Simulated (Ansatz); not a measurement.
# BaTiO3 (R3m): the gap up the ladder of methods, part 2 of 2

Wanted: a ladder of band gaps for BaTiO3 (R3m), from density functionals to G0W0.

Ansatz 0.2.0; density functionals, hybrids and G0W0, plane waves, PAW. Known limits of the many-body steps: finite bands, screening cutoff and k mesh; no spin-orbit coupling in G0W0.

So far. Step 5 (HSE06 on the 4×4×4 mesh): Over mesh and listed points the gap is 3.890 eV, from k = (0.500, 0.500, 0.500) to k = Γ. The least direct gap found is 4.214 eV, at k = (0.050, -0.050, 0.000). HSE06 against LDA: 3.890 − 2.355 = +1.535 eV. The runs also differ in mesh (6×6×6 and 4×4×4), so how much of this comes from the functional alone is not known. Step 6 (PBE0 on the 4×4×4 mesh): Over mesh and listed points the gap is 4.643 eV, from k = (0.500, 0.500, 0.500) to k = Γ.

In doubt: masses and optical values from hybrid runs of this build are listed as unsure (steps 8, 9), which bears on the screening that GW takes from such a start.

### Step 7. G0W0@LDA, 4×4×4 mesh, 508 empty bands, screening to 230 eV

G0W0 replaces the xc potential by a self-energy built once from the orbitals of the start. Levels are corrected in the window of bands that the input names, at points of the mesh.

This step: G0W0 on LDA, plane waves, PAW.

The input, input.yaml:

```yaml
crystal:
  lattice:
    - [2.8273666084, 1.6323808724, 2.3183934932]
    - [-2.8273666084, 1.6323808724, 2.3183934932]
    - [0.0, -3.2647617449, 2.3183934932]
  atoms:
    - { symbol: Ba, position: [0.0, 0.0, 0.0] }
    - { symbol: Ti, position: [0.4845, 0.4845, 0.4845] }
    - { symbol: O, position: [0.5086, 0.5086, 0.0175] }
    - { symbol: O, position: [0.0175, 0.5086, 0.5086] }
    - { symbol: O, position: [0.5086, 0.0175, 0.5086] }
kpoints:
  mp_grid: { grid: [4, 4, 4] }
hamiltonian:
  xc: lda
  pseudopotentials: { kind: paw, azcp: { folder: "./paw" } }
scf:
  occupations: { method: fixed }
gw:
  n_empty_bands: 508
  ecut_chi: 230.0
  qp_bands: [v2, c2]
  qp_kpoints: band_edges
  screening: { model: contour_deformation }
```

Run with:

```console
$ ansatz run input.yaml --threads 3 --pin off --max-ram 92160MiB --backend cuda --events-out ev --progress --plain --runs-dir out --devices 1 --max-vram 13GiB
```

Numbers of over 12 decimals in the logs are rounded to 6 here.

The program printed:

```text
[...]
GPUs: using 1 of 1 available (devices: 1).
[...]
GPU FFT provider: cuFFT
GPU libraries: cuBLAS 13.8.2, cuFFT 12.4.0, cuSOLVER 12.3.4
Crystal: 5 atoms, lattice volume = 64.201 Å³
Basis set: ecut = 420 eV, 1237 PW (Γ)
Bands: 25, of which v1, the nominal top of the filled ones, is band 20 counted from 1 (19 counted from 0)
Symmetry: 6 space group operations
[...]
1    22     12.8858   -13.9882    -6.6453   -21.9528  0.7220    14.2429    14.2052  root
[...]
12    19      9.8031   -25.7385     4.3893   -20.8824  0.7186     9.3323     9.3364  root
    12    20      9.8180   -25.7631     4.3998   -20.8952  0.7186     9.3457     9.3498  root
    12    21     14.1730   -14.6101    -7.7928   -23.7242  0.6833    15.5546    15.4942  root
    12    22     14.3218   -14.7070    -7.8861   -23.9194  0.6800    15.7108    15.6481  root
[key lines of the parts left out:]
SCF converged after 8 iterations
Free energy (F): -9904.583849 eV
Fermi energy:    9.818031 eV
```

Run time: 32 s. Hardware: 1 × NVIDIA H100 80GB HBM3 (shared by 6 runs) with 3 threads of AMD EPYC 7R13 (Zen 3), shared host; peak memory 1.7 GiB.

This step gave:

- bands summed: 528
- RPA ε∞ on this mesh (eigenvalues): 5.378, 5.846, 5.846
- plane waves in the screening matrix: 485
- G0W0 gap over the corrected points: 4.139 eV
- k of the valence top: -0.5, -0.5, -0.5
- k of the conduction bottom: 0, 0, 0
- starting gap on the mesh: 2.354 eV
- Z at the valence top: 0.7186
- Z at the conduction bottom: 0.7398
- least direct G0W0 gap over the corrected points: 4.458 eV

Over 9 of 13 irreducible mesh points the G0W0 gap is 4.139 eV, from k = (-0.500, -0.500, -0.500) to k = Γ. The LDA gap of this run on the mesh is 2.354 eV. The two states that bound the G0W0 gap lie that far apart at the start, so the correction of the gap is 4.139 − 2.354 = +1.785 eV. The program's warnings for this run: pseudo functional mismatch.

### Step 8. G0W0@HSE06, 4×4×4 mesh, 236 empty bands, screening to 138 eV

This step: G0W0 on HSE06, plane waves, PAW.

input.yaml: that of step 7 with these lines changed.

```diff
@@ -14,3 +14,3 @@
 hamiltonian:
-  xc: lda
+  xc: hse06
   pseudopotentials: { kind: paw, azcp: { folder: "./paw" } }
@@ -19,4 +19,4 @@
 gw:
-  n_empty_bands: 508
-  ecut_chi: 230.0
+  n_empty_bands: 236
+  ecut_chi: 138
   qp_bands: [v2, c2]
```

The program printed:

```text
GPUs: using 1 of 1 available (devices: 1).
[...]
GPU FFT provider: cuFFT
GPU libraries: cuBLAS 13.8.2, cuFFT 12.4.0, cuSOLVER 12.3.4
Crystal: 5 atoms, lattice volume = 64.201 Å³
Basis set: ecut = 420 eV, 1237 PW (Γ)
Bands: 25, of which v1, the nominal top of the filled ones, is band 20 counted from 1 (19 counted from 0)
Symmetry: 6 space group operations
[...]
k-points: 13 of 64 (time reversal used)
[...]
1    21     13.1544   -12.4958    -5.8166   -19.0135  0.7791    13.8611    13.8556  root
     1    22     13.8114   -13.2762    -5.9991   -20.0030  0.7674    14.5458    14.5391  root
[...]
12    19      9.1579   -25.8981     4.2688   -21.8743  0.7663     9.4022     9.4029  root
    12    20      9.1712   -25.9227     4.2788   -21.8899  0.7663     9.4165     9.4172  root
    12    21     15.2707   -14.0875    -6.8524   -21.6442  0.7357    15.9839    15.9750  root
    12    22     15.4399   -14.2028    -6.9258   -21.8386  0.7329    16.1590    16.1498  root
[key lines of the parts left out:]
Free energy (F): -10163.664796 eV
Fermi energy:    9.171231 eV
```

Elapsed: 52 s, on 1 × NVIDIA H100 80GB HBM3 (shared by 6 runs) with 3 threads; peak memory 1.5 GiB.

This step gave:

```yaml
bands_summed: 256
rpa_eps_infinity_on_this_mesh_eigenvalues: 4.092, 4.381, 4.381
plane_waves_in_the_screening_matrix: 251
g0w0_gap_over_the_corrected_points: 4.340 eV
k_of_the_valence_top: -0.5, -0.5, -0.5
k_of_the_conduction_bottom: 0, 0, 0
starting_gap_on_the_mesh: 3.890 eV
z_at_the_valence_top: 0.7663
z_at_the_conduction_bottom: 0.7816
least_direct_g0w0_gap_over_the_corrected_points: 4.727 eV
```

Over 8 of 13 irreducible mesh points the G0W0 gap is 4.340 eV, from k = (-0.500, -0.500, -0.500) to k = Γ. The HSE06 gap of this run on the mesh is 3.890 eV. The two states that bound the G0W0 gap lie that far apart at the start, so the correction of the gap is 4.340 − 3.890 = +0.450 eV. G0W0@HSE06 against G0W0@LDA with 256 bands (a further run, in the table below): 4.340 − 4.093 = +0.247 eV, with the same mesh, files and cutoffs, and both edges at the same k points.

### Step 9. G0W0@PBE0, 4×4×4 mesh, 236 empty bands, screening to 138 eV

This step: G0W0 on PBE0, plane waves, PAW.

input.yaml: that of step 8 with these lines changed.

```diff
@@ -14,3 +14,3 @@
 hamiltonian:
-  xc: hse06
+  xc: pbe0
   pseudopotentials: { kind: paw, azcp: { folder: "./paw" } }
```

The program printed:

```text
GPUs: using 1 of 1 available (devices: 1).
[...]
GPU FFT provider: cuFFT
GPU libraries: cuBLAS 13.8.2, cuFFT 12.4.0, cuSOLVER 12.3.4
Crystal: 5 atoms, lattice volume = 64.201 Å³
Basis set: ecut = 420 eV, 1237 PW (Γ)
Bands: 25, of which v1, the nominal top of the filled ones, is band 20 counted from 1 (19 counted from 0)
Symmetry: 6 space group operations
[...]
k-points: 13 of 64 (time reversal used)
[...]
1    21     13.5176   -12.4706    -5.6735   -18.6153  0.7917    13.9908    13.9887  root
     1    22     14.1847   -13.2558    -5.8436   -19.5992  0.7810    14.6872    14.6846  root
[...]
12    19      8.7668   -25.9035     4.1318   -22.2787  0.7795     9.2713     9.2737  root
    12    20      8.7798   -25.9278     4.1415   -22.2944  0.7795     9.2855     9.2879  root
    12    21     15.6613   -14.0786    -6.6484   -21.2270  0.7524    16.1648    16.1612  root
    12    22     15.8315   -14.1957    -6.7187   -21.4227  0.7499    16.3436    16.3398  root
[key lines of the parts left out:]
Free energy (F): -10163.151236 eV
Fermi energy:    8.779823 eV
```

It took 44 s on 1 × NVIDIA H100 80GB HBM3 (shared by 6 runs) with 3 threads; peak memory 1.5 GiB.

Numbers from this step:

```
bands summed                                    : 256
RPA ε∞ on this mesh (eigenvalues)               : 3.853, 4.107, 4.107
plane waves in the screening matrix             : 251
G0W0 gap over the corrected points              : 4.600 eV
k of the valence top                            : -0.5, -0.5, -0.5
k of the conduction bottom                      : 0, 0, 0
starting gap on the mesh                        : 4.643 eV
Z at the valence top                            : 0.7795
Z at the conduction bottom                      : 0.7941
least direct G0W0 gap over the corrected points : 4.982 eV
```

Over 7 of 13 irreducible mesh points the G0W0 gap is 4.600 eV, from k = (-0.500, -0.500, -0.500) to k = Γ. The PBE0 gap of this run on the mesh is 4.643 eV. The two states that bound the G0W0 gap lie that far apart at the start, so the correction of the gap is 4.600 − 4.643 = −0.043 eV. G0W0@PBE0 against G0W0@HSE06 with 256 bands: 4.600 − 4.340 = +0.260 eV, with the same mesh, files and cutoffs, and both edges at the same k points. The program's warnings for this run: coarse exchange mesh.

### Step 10. Gap and time by level

Each gap is the least one over the points named; times are wall times on shared hosts, not benchmarks. A G0W0 time includes the run's own self-consistent start. Runs with listed points see these and the mesh alone, so an edge that moves elsewhere is missed. Rows marked * are further runs, not shown as steps, whose inputs differ from the G0W0 step on the same start in the columns given; solver thresholds can differ too. Symmetry makes (0.500, 0.500, 0.500) and (-0.500, -0.500, -0.500) one point.

```csv
level,mesh,"files, cutoff","bands summed, screening",points,gap (eV),valence top,conduction bottom,least direct gap (eV),time
LDA,6×6×6,"soft_1 PAW, 420 eV",-,mesh and path,2.355,"(0.500, 0.500, 0.500)",Γ,2.686,19 s
LDA+SOC,6×6×6,"soft_1 PAW, 420 eV",-,mesh and listed points,2.345,"(0.503, 0.497, 0.500)",Γ,2.633,14 s
r2SCAN,6×6×6,"soft_1 PAW, 500 eV",-,mesh and listed points,2.804,"(0.500, 0.500, 0.500)",Γ,3.137,16 s
HSE06,4×4×4,"soft_1 PAW, 420 eV",-,mesh and listed points,3.890,"(0.500, 0.500, 0.500)",Γ,4.214,30 s
PBE0,4×4×4,"soft_1 PAW, 420 eV",-,mesh and listed points,4.643,"(0.500, 0.500, 0.500)",Γ,4.951,28 s
G0W0@LDA*,4×4×4,"soft_1 PAW, 420 eV","103, 69 eV",9 of 13 irreducible mesh points,4.156,"(-0.500, -0.500, -0.500)",Γ,4.435,20 s
G0W0@LDA*,4×4×4,"soft_1 PAW, 420 eV","256, 138 eV",9 of 13 irreducible mesh points,4.093,"(-0.500, -0.500, -0.500)",Γ,4.402,23 s
G0W0@LDA,4×4×4,"soft_1 PAW, 420 eV","528, 230 eV",9 of 13 irreducible mesh points,4.139,"(-0.500, -0.500, -0.500)",Γ,4.458,32 s
G0W0@HSE06,4×4×4,"soft_1 PAW, 420 eV","256, 138 eV",8 of 13 irreducible mesh points,4.340,"(-0.500, -0.500, -0.500)",Γ,4.727,52 s
G0W0@PBE0,4×4×4,"soft_1 PAW, 420 eV","256, 138 eV",7 of 13 irreducible mesh points,4.600,"(-0.500, -0.500, -0.500)",Γ,4.982,44 s
```

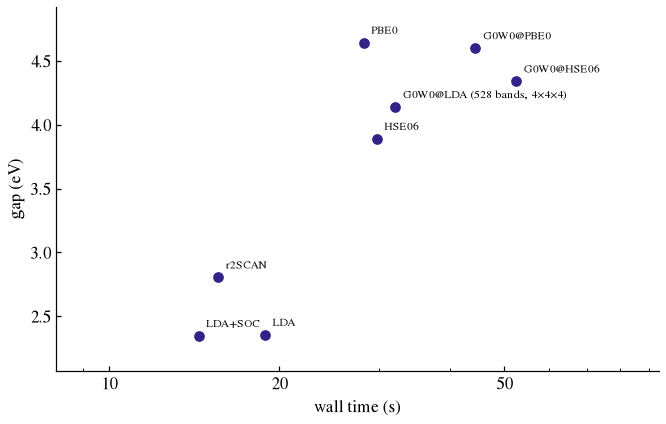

Gap against wall time for the runs shown as steps.

### Step 11. Results

| Quantity | Value |
| --- | --- |
| LDA, over mesh and path | 2.355 eV |
| LDA+SOC, over mesh and listed points | 2.345 eV |
| r2SCAN, over mesh and listed points | 2.804 eV |
| HSE06, over mesh and listed points | 3.890 eV |
| PBE0, over mesh and listed points | 4.643 eV |
| G0W0@LDA (528 bands, 4×4×4), over 9 of 13 irreducible mesh points | 4.139 eV |
| G0W0@HSE06, over 8 of 13 irreducible mesh points | 4.340 eV |
| G0W0@PBE0, over 7 of 13 irreducible mesh points | 4.600 eV |
| known limits | finite bands, screening cutoff and k mesh; no spin-orbit coupling in G0W0 |

What this shows: The rows run from 2.345 eV (LDA+SOC) to 4.643 eV (PBE0). They differ in mesh, plane-wave cutoff, bands and screening cutoff of G0W0 and the points over which the gap was sought as well as in level, so only pairs that share these are like for like. PBE0 against HSE06: 4.643 − 3.890 = +0.753 eV, with the same mesh, files and cutoff, and both edges at the same k points. G0W0@HSE06 against G0W0@LDA with 256 bands: 4.340 − 4.093 = +0.247 eV, with the same mesh, files and cutoffs, and both edges at the same k points. G0W0@PBE0 against G0W0@HSE06 with 256 bands: 4.600 − 4.340 = +0.260 eV, with the same mesh, files and cutoffs, and both edges at the same k points. G0W0@LDA (528 bands, 4×4×4) moves the gap of its own start on the mesh by 4.139 − 2.354 = +1.785 eV, between the same two levels. Both edges that LDA shows over mesh and path lie at k points where levels were corrected. Levels at other points were not corrected, so a lower G0W0 gap elsewhere in the zone is not ruled out. G0W0@HSE06 moves the gap of its own start on the mesh by 4.340 − 3.890 = +0.450 eV, between the same two levels. Both edges that HSE06 shows over mesh and listed points lie at k points where levels were corrected. Levels at other points were not corrected, so a lower G0W0 gap elsewhere in the zone is not ruled out. G0W0@PBE0 moves the gap of its own start on the mesh by 4.600 − 4.643 = −0.043 eV, between the same two levels. Both edges that PBE0 shows over mesh and listed points lie at k points where levels were corrected. Levels at other points were not corrected, so a lower G0W0 gap elsewhere in the zone is not ruled out. What spin-orbit coupling does to the G0W0 levels was not computed, so no sum with the G0W0 gap is formed. For G0W0@LDA: from 103 bands and 69 eV to 528 bands and 230 eV the gap moves by 4.139 − 4.156 = −0.017 eV (rung by rung 4.156, 4.093, 4.139 eV); bands and screening cutoff rise together, so their parts are not told apart. The gap turns back along the series (4.156, 4.093, 4.139 eV), so no line is drawn and the limit is not known. The other G0W0 rows are shown at one basis each (256 bands), so their distance from the limit is not known here. For G0W0@LDA (528 bands, 4×4×4): the program's warnings for this run: pseudo functional mismatch. For G0W0@PBE0: the program's warnings for this run: coarse exchange mesh. For the further run with 103 bands on the 4×4×4 mesh, the program warns: pseudo functional mismatch. For the further run with 256 bands on the 4×4×4 mesh, the program warns: pseudo functional mismatch. The G0W0 runs are scalar-relativistic. No pair of G0W0 runs that differ in the mesh alone is shown (4×4×4 is a supercell whose nearest images lie 16 Å apart), so the error from the mesh is not known here. G0W0@LDA runs of this series with other atomic data on the same mesh, not shown as steps, give 4.092 eV (hard PAW, 930 eV, 256 bands, screening to 138 eV; the table's row with the same empty bands and screening cutoff has 4.093 eV); where bands and cutoffs differ too, the part of the files is not isolated.

[Paths, hosts, dates, memory and timing lines, banners, echoed tables and standing remarks are left out of the program output.]

[Logs are printed without paths, hosts, clocks, repeated set-up lines and the standing remarks that a program may print on its own settings, such as how far it seeks lower states.]

[Runs of the session that timed out or met a known fault of the program may be left out.]

[Cells called generated may have been cut or substituted from an entry of the Crystallography Open Database or the Materials Project.]

[Hosts, paths, dates, database ids (printed as entryN), source tags and the programs' standing remarks are cut or masked in the printed files.]

[Where an RPA ε∞ is given, it is that of the G0W0 mesh and is not shown converged in it. Names of k-points follow the symmetry that the program found, which can be lower than the space group named. Band edges on a path are those of the sampled points; other points can move an edge, and change direct to indirect where valleys lie close.]

[Hybrid gaps are those of their k-mesh and are not shown converged in it.]
